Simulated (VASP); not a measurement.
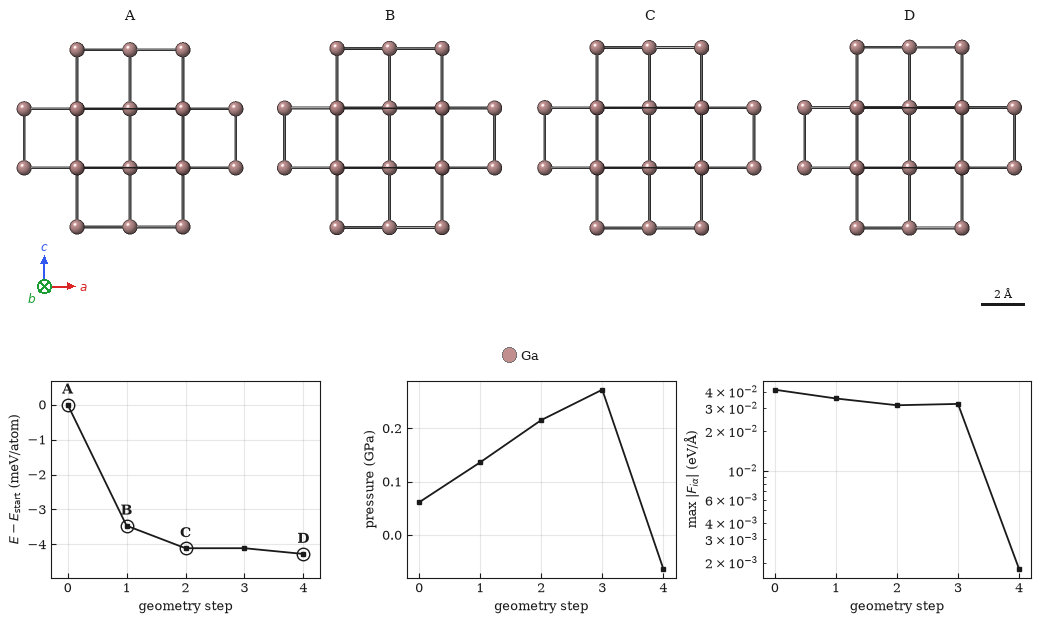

Frames of a relaxation of solid Ga (a generated structure, set up in Cmmm), marked on the history of the run. The picture is a ball-and-stick view of the conventional cell (2 times the calculation's cell), seen along the b axis. Lengths and directions refer to the drawn axes.

The run lets cell and atoms move.

Level of theory: Kohn-Sham DFT of a periodic cell, PBE, VASP PAW PBE potentials, recommended in VASP 6.6.1.

Input
```
PREC     = Accurate       # precision mode
ENCUT    = 600            # plane-wave cutoff, eV
EDIFF    = 1E-6           # SCF threshold, eV
ISMEAR   = 0              # smearing method
SIGMA    = 0.1            # smearing width, eV
LREAL    = False          # projectors in reciprocal space
LASPH    = True           # aspherical terms in the spheres
NELM     = 100            # most SCF steps
ALGO     = Normal         # electronic algorithm
ISIF     = 3              # what is computed and relaxed
LWAVE    = False          # write WAVECAR
LCHARG   = False          # write CHGCAR
GGA      = PE             # functional
IBRION   = 2              # ionic algorithm
NSW      = 90             # ionic steps
EDIFFG   = -0.04          # ionic threshold
```

Run as
```bash
cat potpaw_PBE.64/Ga_d/POTCAR > POTCAR
mpirun -np 1 vasp_std > vasp.out
```

Q: What happens along the run?

A: The energy falls by 4.3 meV per atom in 4 geometry steps. The largest force component goes from 0.041 to 0.0018 eV/Å. The pressure goes from 0.06 to −0.06 GPa. The largest moves relative to the cell, 0.005 Å, are those of Ga atoms. The volume changes by +0.8 %, with a 4.942 → 4.897 Å (−0.9 %), b 6.602 → 6.574 Å (−0.4 %), c 2.757 → 2.816 Å (+2.1 %). Some distances before and after: Ga–Ga 2.757 → 2.816 Å, Ga–Ga 2.645 → 2.624 Å, Ga–Ga 2.556 → 2.537 Å. The space group stays Cmmm (No. 65). From step 0 to 1: volume +0.1 %, energy −3.5 meV per atom. From step 1 to 2: energy −0.6 meV per atom. From step 2 to 4: volume +0.6 %, energy −0.2 meV per atom.

```csv
step,"E − E(0), meV/atom","largest force component, eV/Å","pressure, GPa","volume, Å³/atom"
0,0.00,0.0415,0.06,22.485
1,-3.46,0.0355,0.14,22.511
2,-4.11,0.0316,0.22,22.524
3,-4.11,0.0323,0.27,22.523
4,-4.27,0.0018,-0.06,22.663
```

Limits of the set-up: the k-point mesh is coarse for a cell with partly filled bands.
